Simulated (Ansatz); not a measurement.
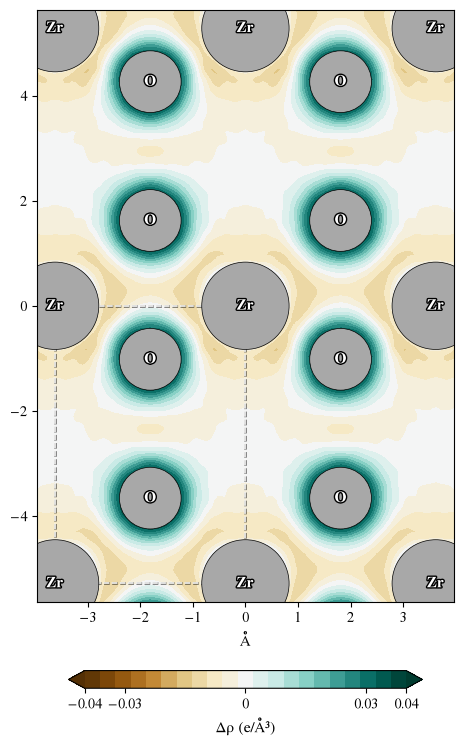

ZrO$_{2}$. Difference of the valence pseudo-densities of two functionals at the same geometry, on the (010) plane of the calculation cell: one of PBEsol and r2SCAN less the other.

Both computed with Ansatz (plane waves, PAW), on the same k-point mesh. Grey discs cover the atomic cores.

Q: Which was subtracted from which, and what does the map show?

A: It is r2SCAN less PBEsol. Against PBEsol, r2SCAN gives less density around Zr (−0.009 e/Å³ on average at 1.2 Å from the nucleus), more density around O (+0.018 e/Å³ on average at 0.7 Å from the nucleus) and a change of −0.008 e/Å³ at the midpoint of Zr–O.
